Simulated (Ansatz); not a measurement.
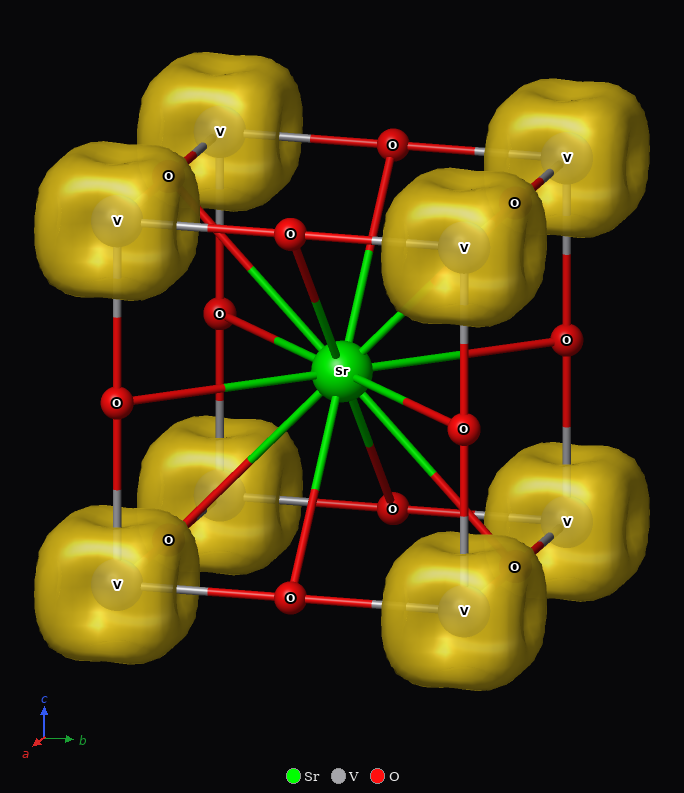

The picture shows: SrVO₃. Isosurfaces of the magnetisation density (up minus down) at +0.04 (yellow) and −0.04 e/Å³ (cyan), seen slightly off an axis. Sticks mark near contacts.

Space group P4/mmm; computed pressure about −4 GPa in this cell; spin-polarised.

Method: Kohn-Sham DFT of a periodic cell, PBE, Ansatz PAW in Ansatz 0.2.0.

In a PAW calculation such maps are meaningful between the atoms, not at the nuclei.

```xyz
5
Lattice="3.8409 0.0000 0.0000 0.0000 3.8409 0.0000 0.0000 0.0000 3.9945" Properties=species:S:1:pos:R:3 pbc="T T T"
Sr    1.9204    1.9204    1.9973
V     0.0000    0.0000    0.0000
O     0.0000    0.0000    1.9973
O     0.0000    1.9204    0.0000
O     1.9204    0.0000    0.0000
```

### Which atoms carry the moments, and with what signs?

The spin density sits on V: +0.4 μB in one cell of 5 atoms: parallel moments, as they must be, since the calculation's own cell holds one magnetic site. The cell of the calculation (5 atoms) carries 0.5 μB of net spin moment. Only one sign reaches the isovalue.
